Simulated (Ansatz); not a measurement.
System: ZnO (slab), 20 atoms in the cell.

```cif
data_structure
_symmetry_space_group_name_H-M 'P 1'
_symmetry_Int_Tables_number 1
_cell_length_a 5.2931
_cell_length_b 5.6802
_cell_length_c 28.2971
_cell_angle_alpha 90.000
_cell_angle_beta 90.000
_cell_angle_gamma 90.000
_cell_volume 850.78
loop_
_atom_site_label
_atom_site_type_symbol
_atom_site_fract_x
_atom_site_fract_y
_atom_site_fract_z
_atom_site_occupancy
Zn1 Zn 0.00854 0.88809 0.27384 1
Zn2 Zn 0.50852 0.14266 0.27386 1
O1 O 0.35754 0.84302 0.26541 1
O2 O 0.85753 0.18774 0.26544 1
Zn3 Zn 0.98160 0.35482 0.32147 1
Zn4 Zn 0.48162 0.67590 0.32143 1
O3 O 0.35990 0.34532 0.32355 1
O4 O 0.85989 0.68541 0.32352 1
Zn5 Zn 0.98358 0.85075 0.38182 1
Zn6 Zn 0.48359 0.18002 0.38185 1
O5 O 0.36216 0.84689 0.38142 1
O6 O 0.86217 0.18387 0.38146 1
Zn7 Zn 0.98268 0.34563 0.43912 1
Zn8 Zn 0.48271 0.68507 0.43906 1
O7 O 0.36131 0.35218 0.43962 1
O8 O 0.86133 0.67852 0.43957 1
Zn9 Zn 0.96722 0.82118 0.49887 1
Zn10 Zn 0.46704 0.20986 0.49895 1
O9 O 0.36055 0.85890 0.49675 1
O10 O 0.86059 0.17194 0.49682 1
```

Ansatz; DFT PBE, scalar-relativistic, plane waves, PAW, no spin polarisation, 7×6×1 k mesh.

What does the potential across the slab give for the band edges against vacuum?

From the vacuum level at the right face the ionisation potential is 5.44 eV and the electron affinity 4.53 eV; at the left face they are 5.84 and 4.93 eV. The slab's gap, their difference before rounding, is 0.91 eV. The vacuum level is 0.40 eV higher at the left than at the right, so the slab carries a dipole along its normal; the ramp in the vacuum, at or near the edge of the plot, is the dipole correction that keeps each side flat. The outermost atoms are 6.6 Å apart, which leaves 21.7 Å of vacuum in a cell 28.3 Å high.

The atoms aren't at rest in this cell (largest force 2.5 eV/Å), so the relaxed material can differ.

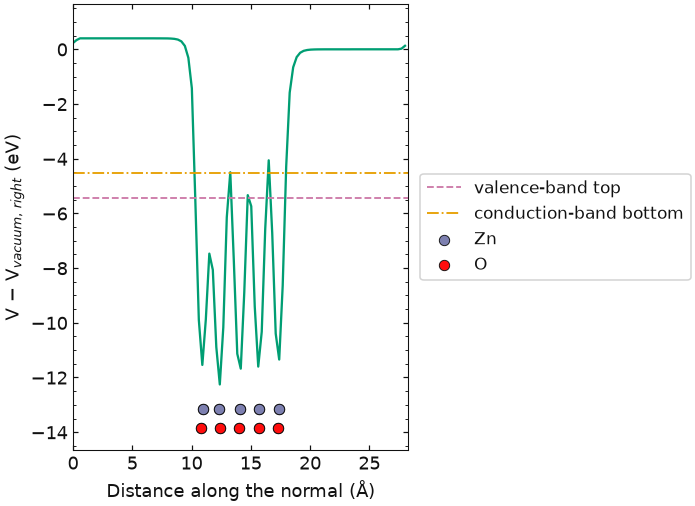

Plane-averaged electrostatic potential energy of an electron across the slab; circles at the bottom mark the heights of the atoms.
